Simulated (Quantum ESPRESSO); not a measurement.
# Run report: MoS$_{2}$, relaxation of cell and atoms (part 1 of 2)

System: MoS$_{2}$ (P-6m2, 3 atoms in the cell).
Method: Kohn-Sham DFT of a periodic cell, PBEsol, GBRV 1.5 PBEsol (Quantum ESPRESSO 7.5).

The structure derives from a Materials Project entry. The run did not end well.

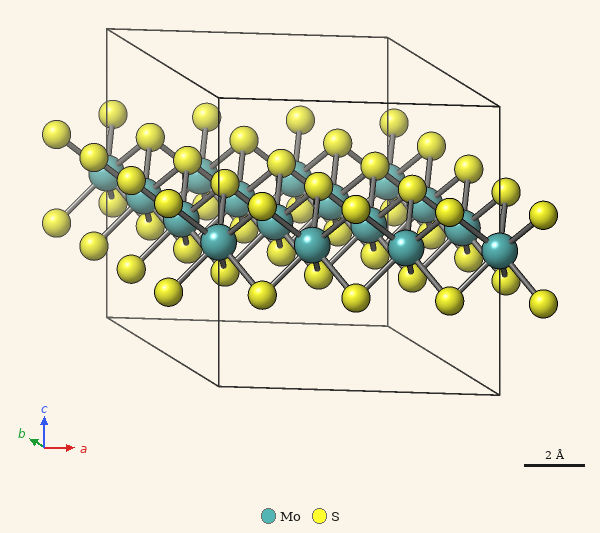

Figure 1. The structure (ball-and-stick view of the 3 × 3 repeat of the cell, with the vacuum cut short, seen slightly off an axis; bonded neighbours outside the cell are drawn too). An atom can appear more than once, as a periodic image. Near neighbours in the periodic cell (some may lie outside the picture): Mo has 6 S at 2.41 Å; S has 3 Mo at 2.41 Å.

## Outcome

```json
{"quantity": "outcome", "value": "stopped at the time limit"}
{"quantity": "space group (tolerance 0.01 Å)", "value": "P-6m2 (187)"}
{"quantity": "hardware", "value": "2 threads of Arm Neoverse V2, 24 GiB of memory available, shared host"}
{"quantity": "wall time", "value": "9.3 min"}
{"quantity": "peak memory", "value": "0.1 GiB"}
```

The run was cut off by its time limit, so the output is incomplete. Further notes kept with the run: Interpolation table for Vloc re-allocated. Notes on the run: negative rho.

## Input
```
&CONTROL
  calculation = 'vc-relax'
  prefix = 'pwscf'
  outdir = './tmp'
  pseudo_dir = './pseudo'
  tprnfor = .true.
  tstress = .true.
  disk_io = 'low'
  nstep = 40
  forc_conv_thr = 0.0004
  etot_conv_thr = 1d-05
/
&SYSTEM
  ibrav = 0
  A = 3.18412608
  nat = 3
  ntyp = 2
  ecutwfc = 52
  ecutrho = 414
  nbnd = 20
  occupations = 'smearing'
  smearing = 'fd'
  degauss = 0.00367493
/
&ELECTRONS
  conv_thr = 6d-10
  electron_maxstep = 120
  mixing_beta = 0.5
/
&IONS
  ion_dynamics = 'bfgs'
/
&CELL
  cell_dynamics = 'bfgs'
  press = 200
  press_conv_thr = 0.3
/
ATOMIC_SPECIES
Mo    95.9500 mo_pbesol_v1.uspp.F.UPF
S     32.0600 s_pbesol_v1.4.uspp.F.UPF
CELL_PARAMETERS alat
   1.0000000007    0.0000000000    0.0000000000
  -0.5000000003    0.8660254044    0.0000000000
   0.0000000000    0.0000000000    5.4440683297
ATOMIC_POSITIONS alat
Mo     0.0000000000    0.0000000000    0.0000000000
S      0.0000000000    0.5773502696    4.9568624316
S      0.0000000000    0.5773502696    0.4872058982
K_POINTS automatic
10 10 2 0 0 0
```

Launch command:
```bash
OMP_NUM_THREADS=1 mpirun -n 2 pw.x -nk 2 -in pw.in > pw.out
```

## Log
```
This program is part of the open-source Quantum ESPRESSO suite
     for quantum simulation of materials; please cite
         "P. Giannozzi et al., J. Phys.:Condens. Matter 21 395502 (2009);
         "P. Giannozzi et al., J. Phys.:Condens. Matter 29 465901 (2017);
         "P. Giannozzi et al., J. Chem. Phys. 152 154105 (2020);
          URL
     in publications or presentations arising from this work. More details at

     Message from routine setup:
     using ibrav=0 with symmetry is DISCOURAGED, use correct ibrav instead

     K-points division:     npool     =       2
     Subspace diagonalization in iterative solution of the eigenvalue problem:
     a serial algorithm will be used

     G-vector sticks info
     --------------------
     sticks:   dense  smooth     PW     G-vecs:    dense   smooth      PW
     Sum        1039     511    151               146259    51949    8415

     Using Slab Decomposition

     bravais-lattice index     =            0
     lattice parameter (alat)  =       6.0171  a.u.
     unit-cell volume          =    1027.1209 (a.u.)^3
     number of atoms/cell      =            3
     number of atomic types    =            2
     number of electrons       =        26.00
     number of Kohn-Sham states=           20
     kinetic-energy cutoff     =      52.0000  Ry
     charge density cutoff     =     414.0000  Ry
     scf convergence threshold =      6.0E-10
     mixing beta               =       0.5000
     number of iterations used =            8  plain     mixing
     energy convergence thresh.=      1.0E-05
     force convergence thresh. =      4.0E-04
     press convergence thresh. =      3.0E-01
     Exchange-correlation= SLA  PW   PSX  PSC
                           (   1   4  10   8   0   0   0)
     nstep                     =           40

     celldm(1)=   6.017126  celldm(2)=   0.000000  celldm(3)=   0.000000
     celldm(4)=   0.000000  celldm(5)=   0.000000  celldm(6)=   0.000000

     crystal axes: (cart. coord. in units of alat)
               a(1) = (   1.000000   0.000000   0.000000 )
               a(2) = (  -0.500000   0.866025   0.000000 )
               a(3) = (   0.000000   0.000000   5.444068 )

     reciprocal axes: (cart. coord. in units 2 pi/alat)
               b(1) = (  1.000000  0.577350 -0.000000 )
               b(2) = (  0.000000  1.154701  0.000000 )
               b(3) = (  0.000000 -0.000000  0.183686 )

     PseudoPot. # 1 for Mo read from file:
     mo_pbesol_v1.uspp.F.UPF
     Pseudo is Ultrasoft + core correction, Zval = 14.0
     Generated by new atomic code, or converted to UPF format
     Using radial grid of  889 points,  6 beta functions with:
                l(1) =   0
                l(2) =   0
                l(3) =   1
                l(4) =   1
                l(5) =   2
                l(6) =   2
     Q(r) pseudized with  6 coefficients,  rinner =    1.000   1.000   1.000
                                                       1.000   1.000

     PseudoPot. # 2 for S  read from file:
     s_pbesol_v1.4.uspp.F.UPF
     Pseudo is Ultrasoft + core correction, Zval =  6.0
     Generated by new atomic code, or converted to UPF format
     Using radial grid of  907 points,  6 beta functions with:
                l(1) =   0
                l(2) =   0
                l(3) =   1
                l(4) =   1
                l(5) =   2
                l(6) =   2
     Q(r) pseudized with  8 coefficients,  rinner =    1.300   1.300   1.300
                                                       1.300   1.300

     atomic species   valence    mass     pseudopotential
     Mo               14.00    95.95000     Mo( 1.00)
     S                 6.00    32.06000     S ( 1.00)

     12 Sym. Ops. (no inversion) found

   Cartesian axes

     site n.     atom                  positions (alat units)
         1        Mo     tau(   1) = (   0.0000000   0.0000000   0.0000000  )
         2        S      tau(   2) = (   0.0000000   0.5773503   4.9568624  )
         3        S      tau(   3) = (   0.0000000   0.5773503   0.4872059  )

     number of k points=    28  Fermi-Dirac smearing, width (Ry)=  0.0037
                       cart. coord. in units 2pi/alat
        k(    1) = (   0.0000000   0.0000000   0.0000000), wk =   0.0100000
        k(    2) = (   0.0000000   0.0000000  -0.0918431), wk =   0.0100000
        k(    3) = (   0.0000000   0.1154701   0.0000000), wk =   0.0600000
        k(    4) = (   0.0000000   0.1154701  -0.0918431), wk =   0.0600000
        k(    5) = (   0.0000000   0.2309401   0.0000000), wk =   0.0600000
        k(    6) = (   0.0000000   0.2309401  -0.0918431), wk =   0.0600000
        k(    7) = (   0.0000000   0.3464102   0.0000000), wk =   0.0600000
        k(    8) = (   0.0000000   0.3464102  -0.0918431), wk =   0.0600000
        k(    9) = (   0.0000000   0.4618802   0.0000000), wk =   0.0600000
        k(   10) = (   0.0000000   0.4618802  -0.0918431), wk =   0.0600000
        k(   11) = (   0.0000000  -0.5773503   0.0000000), wk =   0.0300000
        k(   12) = (   0.0000000  -0.5773503  -0.0918431), wk =   0.0300000
        k(   13) = (   0.1000000   0.1732051   0.0000000), wk =   0.0600000
        k(   14) = (   0.1000000   0.1732051  -0.0918431), wk =   0.0600000
        k(   15) = (   0.1000000   0.2886751   0.0000000), wk =   0.1200000
        k(   16) = (   0.1000000   0.2886751  -0.0918431), wk =   0.1200000
        k(   17) = (   0.1000000   0.4041452   0.0000000), wk =   0.1200000
        k(   18) = (   0.1000000   0.4041452  -0.0918431), wk =   0.1200000
        k(   19) = (   0.1000000   0.5196152   0.0000000), wk =   0.1200000
        k(   20) = (   0.1000000   0.5196152  -0.0918431), wk =   0.1200000
        k(   21) = (   0.2000000   0.3464102   0.0000000), wk =   0.0600000
        k(   22) = (   0.2000000   0.3464102  -0.0918431), wk =   0.0600000
        k(   23) = (   0.2000000   0.4618802   0.0000000), wk =   0.1200000
        k(   24) = (   0.2000000   0.4618802  -0.0918431), wk =   0.1200000
        k(   25) = (   0.2000000   0.5773503   0.0000000), wk =   0.0600000
        k(   26) = (   0.2000000   0.5773503  -0.0918431), wk =   0.0600000
        k(   27) = (   0.3000000   0.5196152   0.0000000), wk =   0.0600000
        k(   28) = (   0.3000000   0.5196152  -0.0918431), wk =   0.0600000

     Dense  grid:   146259 G-vectors     FFT dimensions: (  40,  40, 216)

     Smooth grid:    51949 G-vectors     FFT dimensions: (  27,  27, 160)

     Initial potential from superposition of free atoms

     starting charge      25.9990, renormalised to      26.0000

     negative rho (up, down):  1.346E-04 0.000E+00
     Starting wfcs are   21 randomized atomic wfcs

     Self-consistent Calculation

     iteration #  1     ecut=    52.00 Ry     beta= 0.50
     Davidson diagonalization with overlap
     ethr =  1.00E-02,  avg # of iterations =  5.9

     Threshold (ethr) on eigenvalues was too large:
     Diagonalizing with lowered threshold

     Davidson diagonalization with overlap
     ethr =  3.54E-04,  avg # of iterations =  5.1

     negative rho (up, down):  1.549E-04 0.000E+00

     total energy              =    -187.54308793 Ry
     estimated scf accuracy    <       0.11265058 Ry

     iteration #  2     ecut=    52.00 Ry     beta= 0.50
     Davidson diagonalization with overlap
     ethr =  4.33E-04,  avg # of iterations =  6.4

     negative rho (up, down):  1.626E-04 0.000E+00

     total energy              =    -187.54421585 Ry
     estimated scf accuracy    <       0.12171572 Ry

     iteration #  3     ecut=    52.00 Ry     beta= 0.50
     Davidson diagonalization with overlap
     ethr =  4.33E-04,  avg # of iterations =  2.3

     negative rho (up, down):  1.656E-04 0.000E+00

     total energy              =    -187.56863215 Ry
     estimated scf accuracy    <       0.03516142 Ry

     iteration #  4     ecut=    52.00 Ry     beta= 0.50
     Davidson diagonalization with overlap
     ethr =  1.35E-04,  avg # of iterations =  1.4

     negative rho (up, down):  1.688E-04 0.000E+00

     total energy              =    -187.57293871 Ry
     estimated scf accuracy    <       0.00072256 Ry

     iteration #  5     ecut=    52.00 Ry     beta= 0.50
     Davidson diagonalization with overlap
     ethr =  2.78E-06,  avg # of iterations =  9.4

     negative rho (up, down):  1.704E-04 0.000E+00

     total energy              =    -187.57306118 Ry
     estimated scf accuracy    <       0.00005423 Ry

     iteration #  6     ecut=    52.00 Ry     beta= 0.50
     Davidson diagonalization with overlap
     ethr =  2.09E-07,  avg # of iterations =  2.5

     negative rho (up, down):  1.711E-04 0.000E+00

     total energy              =    -187.57307766 Ry
     estimated scf accuracy    <       0.00000235 Ry

     iteration #  7     ecut=    52.00 Ry     beta= 0.50
     Davidson diagonalization with overlap
     ethr =  9.02E-09,  avg # of iterations =  4.6

     negative rho (up, down):  1.714E-04 0.000E+00

     total energy              =    -187.57307964 Ry
     estimated scf accuracy    <       0.00000014 Ry

     iteration #  8     ecut=    52.00 Ry     beta= 0.50
     Davidson diagonalization with overlap
     ethr =  5.25E-10,  avg # of iterations =  2.8

     negative rho (up, down):  1.715E-04 0.000E+00

     total energy              =    -187.57307969 Ry
     estimated scf accuracy    <       0.00000001 Ry

     iteration #  9     ecut=    52.00 Ry     beta= 0.50
     Davidson diagonalization with overlap
     ethr =  4.98E-11,  avg # of iterations =  3.0

     negative rho (up, down):  1.717E-04 0.000E+00

     End of self-consistent calculation

          k = 0.0000 0.0000 0.0000 (  6387 PWs)   bands (ev):

   -61.0593 -35.2279 -35.0174 -35.0174 -14.3747 -13.0159  -5.9265  -2.9464
    -2.9464  -2.0022  -1.8186  -1.8186  -0.2313   2.4931   2.4931   2.7867
     2.7867   5.0817   5.4893   5.7781

          k = 0.0000 0.0000-0.0918 (  6460 PWs)   bands (ev):

   -61.0593 -35.2280 -35.0175 -35.0175 -14.3747 -13.0159  -5.9265  -2.9464
    -2.9464  -2.0022  -1.8186  -1.8186  -0.2313   2.4931   2.4931   2.7867
     2.7867   5.1849   5.2655   5.9386

          k = 0.0000 0.1155 0.0000 (  6450 PWs)   bands (ev):

   -61.0557 -35.2207 -35.0543 -35.0258 -14.2265 -12.9567  -5.7614  -3.2658
    -2.7917  -2.6708  -2.0476  -1.3770  -0.3174   2.3180   2.4106   2.6193
     2.7498   5.3219   5.6820   6.3098

          k = 0.0000 0.1155-0.0918 (  6448 PWs)   bands (ev):

   -61.0557 -35.2207 -35.0543 -35.0258 -14.2265 -12.9567  -5.7614  -3.2658
    -2.7917  -2.6708  -2.0476  -1.3770  -0.3174   2.3180   2.4106   2.6193
     2.7498   5.3810   5.5517   6.5459

          k = 0.0000 0.2309 0.0000 (  6490 PWs)   bands (ev):

   -61.0463 -35.2018 -35.1498 -35.0477 -13.8161 -12.7932  -5.3998  -3.9043
    -3.4666  -2.5427  -2.3743  -1.3886  -0.7058   1.9728   2.2681   2.3878
     3.2839   5.8956   6.2340   6.9796

          k = 0.0000 0.2309-0.0918 (  6504 PWs)   bands (ev):

   -61.0463 -35.2018 -35.1498 -35.0477 -13.8161 -12.7932  -5.3998  -3.9043
    -3.4666  -2.5428  -2.3743  -1.3886  -0.7058   1.9728   2.2681   2.3878
     3.2839   5.9555   6.1131   7.1757

          k = 0.0000 0.3464 0.0000 (  6510 PWs)   bands (ev):

   -61.0346 -35.2659 -35.1782 -35.0745 -13.2489 -12.5703  -5.4229  -4.2384
    -4.1858  -3.0303  -1.8419  -1.7406  -1.1998   1.9937   2.0092   2.9276
     3.7504   6.7019   7.0248   7.6238

          k = 0.0000 0.3464-0.0918 (  6514 PWs)   bands (ev):

   -61.0346 -35.2659 -35.1783 -35.0745 -13.2489 -12.5703  -5.4229  -4.2384
    -4.1858  -3.0303  -1.8419  -1.7406  -1.1998   1.9937   2.0092   2.9276
     3.7504   6.8152   6.8420   7.8760

          k = 0.0000 0.4619 0.0000 (  6506 PWs)   bands (ev):

   -61.0252 -35.3583 -35.1591 -35.0962 -12.7173 -12.3685  -5.8701  -4.8401
    -4.2609  -3.3633  -2.0100  -1.4195  -1.1381   1.9297   2.2948   3.4300
     4.0131   6.5169   7.4383   7.5806

          k = 0.0000 0.4619-0.0918 (  6522 PWs)   bands (ev):

   -61.0252 -35.3583 -35.1591 -35.0962 -12.7173 -12.3685  -5.8701  -4.8401
    -4.2609  -3.3633  -2.0100  -1.4195  -1.1381   1.9297   2.2948   3.4300
     4.0131   6.5175   7.4317   7.5979

          k = 0.0000-0.5774 0.0000 (  6530 PWs)   bands (ev):

   -61.0215 -35.3932 -35.1518 -35.1044 -12.4889 -12.2850  -6.0885  -5.0718
    -4.3629  -3.4798  -2.0968  -1.2687  -0.9143   1.9586   2.4840   3.5948
     4.0916   5.8166   7.5314   7.9514

          k = 0.0000-0.5774-0.0918 (  6504 PWs)   bands (ev):

   -61.0215 -35.3932 -35.1518 -35.1044 -12.4889 -12.2850  -6.0885  -5.0718
    -4.3629  -3.4798  -2.0968  -1.2687  -0.9143   1.9586   2.4840   3.5948
     4.0916   5.8166   7.5313   7.9523

          k = 0.1000 0.1732 0.0000 (  6473 PWs)   bands (ev):

   -61.0492 -35.2077 -35.1178 -35.0436 -13.9469 -12.8450  -5.4860  -3.7311
    -3.1727  -2.5910  -2.5260  -1.1819  -0.5593   2.0311   2.1827   2.3501
     3.2150   5.7213   6.0567   6.8431

          k = 0.1000 0.1732-0.0918 (  6460 PWs)   bands (ev):

   -61.0492 -35.2076 -35.1178 -35.0436 -13.9469 -12.8449  -5.4860  -3.7311
    -3.1727  -2.5910  -2.5260  -1.1819  -0.5593   2.0311   2.1827   2.3501
     3.2150   5.7675   5.9590   7.0084

          k = 0.1000 0.2887 0.0000 (  6486 PWs)   bands (ev):

   -61.0387 -35.2171 -35.1864 -35.0744 -13.4550 -12.6488  -5.2682  -4.1320
    -3.8553  -3.1982  -2.1939  -1.3256  -1.0152   1.7693   2.1853   2.4212
     3.7661   6.4407   6.7567   7.5148

          k = 0.1000 0.2887-0.0918 (  6478 PWs)   bands (ev):

   -61.0387 -35.2171 -35.1864 -35.0744 -13.4550 -12.6488  -5.2682  -4.1320
    -3.8553  -3.1982  -2.1939  -1.3256  -1.0152   1.7693   2.1853   2.4212
     3.7661   6.5138   6.6275   7.6654

          k = 0.1000 0.4041 0.0000 (  6522 PWs)   bands (ev):

   -61.0281 -35.3145 -35.1651 -35.1054 -12.8951 -12.4287  -5.5723  -4.6415
    -4.1319  -3.4292  -2.0855  -1.7312  -1.0749   1.8627   2.2391   2.9859
     4.0452   7.1632   7.5689   7.6427

          k = 0.1000 0.4041-0.0918 (  6526 PWs)   bands (ev):

   -61.0281 -35.3145 -35.1651 -35.1054 -12.8951 -12.4287  -5.5723  -4.6415
    -4.1319  -3.4292  -2.0855  -1.7312  -1.0749   1.8627   2.2391   2.9859
     4.0452   7.1938   7.4740   7.6903

          k = 0.1000 0.5196 0.0000 (  6522 PWs)   bands (ev):

   -61.0215 -35.3739 -35.1518 -35.1245 -12.4986 -12.2771  -5.8944  -5.1325
    -4.2777  -3.4737  -2.0369  -1.9551  -0.7856   1.9777   2.4846   3.5050
     3.9494   6.1843   8.0834   8.2270

          k = 0.1000 0.5196-0.0918 (  6514 PWs)   bands (ev):

   -61.0215 -35.3739 -35.1518 -35.1245 -12.4986 -12.2771  -5.8944  -5.1325
    -4.2777  -3.4737  -2.0369  -1.9551  -0.7856   1.9777   2.4846   3.5050
     3.9494   6.1843   8.0813   8.2337

          k = 0.2000 0.3464 0.0000 (  6517 PWs)   bands (ev):
```
